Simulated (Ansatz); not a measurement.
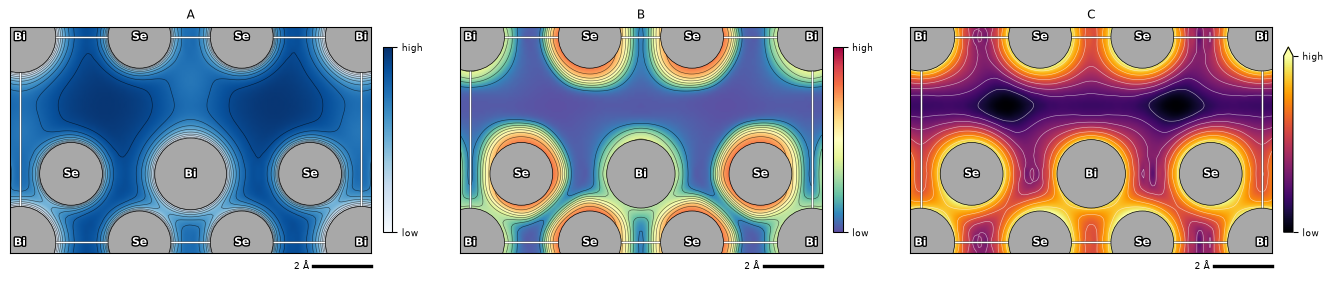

BiSe2: 3 fields on the (110) plane of the conventional cell, with unlabelled colour scales. Grey discs cover the atomic cores.

Space group P6₃/mmc; started from the 2H molybdenite_194 prototype, which need not be the ambient phase.

Level of theory: DFT r2SCAN, scalar-relativistic, plane waves, PAW in Ansatz 0.2.0.

Q: Match the panels to the quantities (electron localisation function, electrostatic potential energy of an electron and valence pseudo-density).

A: Panel A: electrostatic potential energy of an electron (low next to the atoms, rising into the space between them). Panel B: electron localisation function. Panel C: valence pseudo-density. From the grid: Bi–Se (2.94 Å): ρ is about 0.29 e/Å³ halfway; the ELF is about 0.45 at the midpoint.
